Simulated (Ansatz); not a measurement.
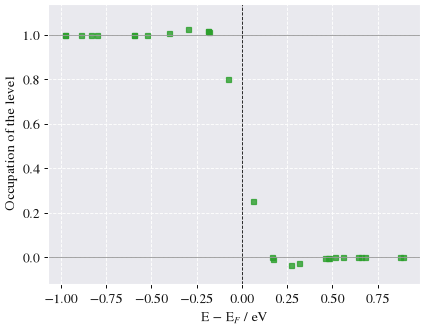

Occupations of the one-electron levels of the k mesh against their energy, from a run on Te2Pt, space group P-3m1, 3 atoms in the cell, 1T (CdI2) bulk type, with Ansatz.

Which smearing scheme was used (Fermi-Dirac, Gaussian, Methfessel-Paxton or cold), and about what width?

Answer. Methfessel-Paxton smearing with a width of 0.2 eV. The occupations overshoot on both sides, up to 1.028 below the Fermi level and down to −0.033 above it; for the first-order scheme these extremes (±0.035) lie 1.22 widths, here 0.24 eV, from the Fermi level.

Is that width safe?

Answer. It is wide: energies, forces and moments pick up smearing errors, and small gaps get partly filled, so it should be reduced or extrapolated to zero width.
